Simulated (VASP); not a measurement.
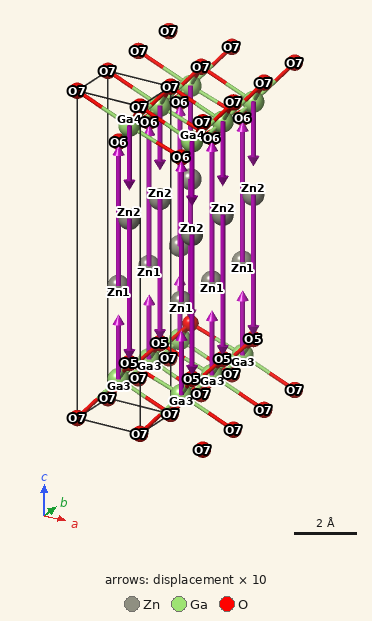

This is a relaxation of a crystal of Zn$_{2}$Ga$_{2}$O$_{3}$ (a generated structure, set up in P-3m1). The starting structure is drawn; purple arrows show the displacements (the part carried along by the change of the cell is left out), magnified 10 times.

The picture is a ball-and-stick view of the cell of the calculation, repeated 2 × 3 × 1 with one cell outlined, seen slightly off an axis.

The run lets cell and atoms move.

Level of theory: Kohn-Sham DFT of a periodic cell, PBE, VASP PAW PBE potentials, recommended in VASP 6.6.1.

Input
```
PREC = Normal ; ENCUT = 520
EDIFF = 1E-4 ; ISMEAR = 0
SIGMA = 0.15 ; LREAL = False
LASPH = True ; NELM = 60
ALGO = Fast ; ISIF = 3
LWAVE = False ; LCHARG = False
GGA = PE ; IBRION = 2
NSW = 24 ; EDIFFG = -0.08
```

Command:
```bash
cat potpaw_PBE.64/Zn/POTCAR potpaw_PBE.64/Ga_d/POTCAR potpaw_PBE.64/O/POTCAR > POTCAR
mpirun -np 1 vasp_std > vasp.out
```

> What happened in the run?

Over 15 geometry steps the energy falls by 2.708 eV per cell of the calculation. The largest force component goes from 5 to 0.029 eV/Å. Pressure: 10.65 GPa at the start and 0.28 GPa at the end. The largest moves relative to the cell, 0.47 Å, are those of Zn1 and Zn2. Zn2 goes along −c. By element the largest moves are Zn 0.47 Å, Ga 0.21 Å, O 0.09 Å. The drawn cell changes as follows: a = b 3.080 → 2.996 Å (−2.7 %), c 10.850 → 12.620 Å (+16.3 %); the volume changes by +10.1 %. Near-neighbour distances that change, for instance: Ga3–O7 2.055 → 2.234 Å, Ga3–O5 2.003 → 1.893 Å. Among the angles between lasting bonds that change: Ga3–O7–Ga3 97.1° → 84.2°, O7–Ga4–O7 97.1° → 84.2°, Ga3–O7–Ga4 82.9° → 95.8°. The space group stays P-3m1 (No. 164). The volume changes by over a tenth within one run on a fixed set of plane waves, so the end point should be relaxed again from the new cell. It ran on 1 thread of Intel(R) Xeon(R) 6975P-C (Granite Rapids) (shared host).

Limits of the set-up: layers or molecules are held without a dispersion correction, so their spacing is unreliable.
